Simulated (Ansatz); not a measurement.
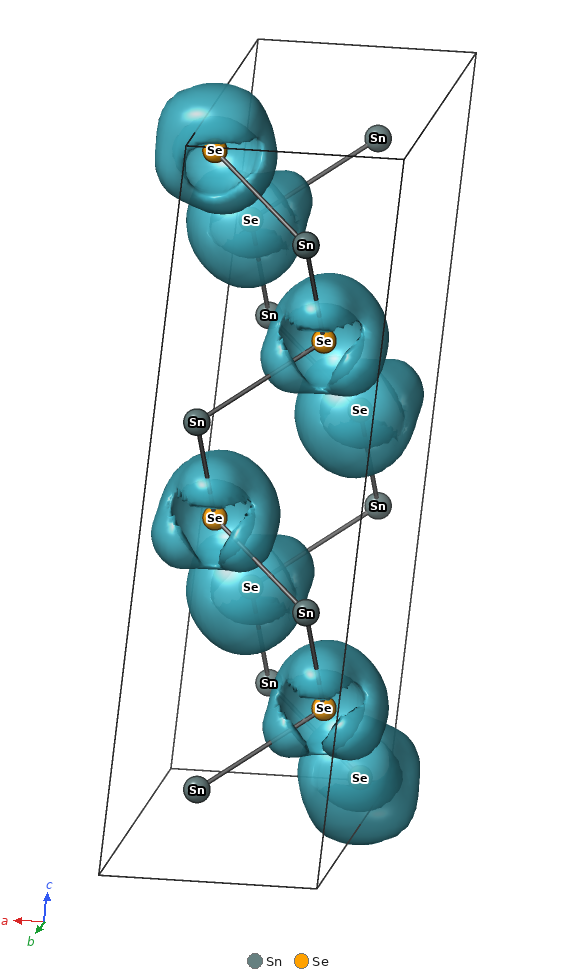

Figure 1: SnSe₂. Isosurface of the electron localisation function at 0.75 (cyan), seen at an oblique angle. Core shells and regions of very low density are left out. Sticks mark near contacts.

Space group P-1; not relaxed (largest force 1.0 eV/Å); computed pressure about 3 GPa in this cell.

All numbers below come from DFT PBE+D3(BJ), scalar-relativistic, plane waves, PAW in Ansatz 0.2.0.

Core electrons are frozen (PAW), and the valence fields are smoothed inside the atomic spheres.

```
Sn Se
1.0
     1.90550   -3.30042    0.00000
     0.00000    0.00000    6.13700
   -12.19520   -5.28067    0.00000
Sn Se
4 8
Direct
  0.60000 0.00000 0.12500
  0.40000 0.00000 0.87500
  0.80000 0.00000 0.62500
  0.20000 0.00000 0.37500
  0.06667 0.25000 0.04167
  0.86667 0.25000 0.79167
  0.26667 0.25000 0.54167
  0.66667 0.25000 0.29167
  0.93333 0.75000 0.95833
  0.33333 0.75000 0.70833
  0.73333 0.75000 0.45833
  0.13333 0.75000 0.20833
```

Q: Where are the electrons localised?

A: The surface consists of eight regions wrapped around Se (the valence shell of each), counted in one cell of 12 atoms. Any copies at cell faces, edges or corners count once. Profiles from the grid: Sn–Se (2.68 Å): the ELF is about 0.55 at the midpoint. Sn–Se (3.09 Å): the ELF is about 0.35 at the midpoint and 0.25 at its lowest between the atoms.

Q: Metal or insulator at this level of theory?

A: It is gapless in this calculation (a metal or semimetal).
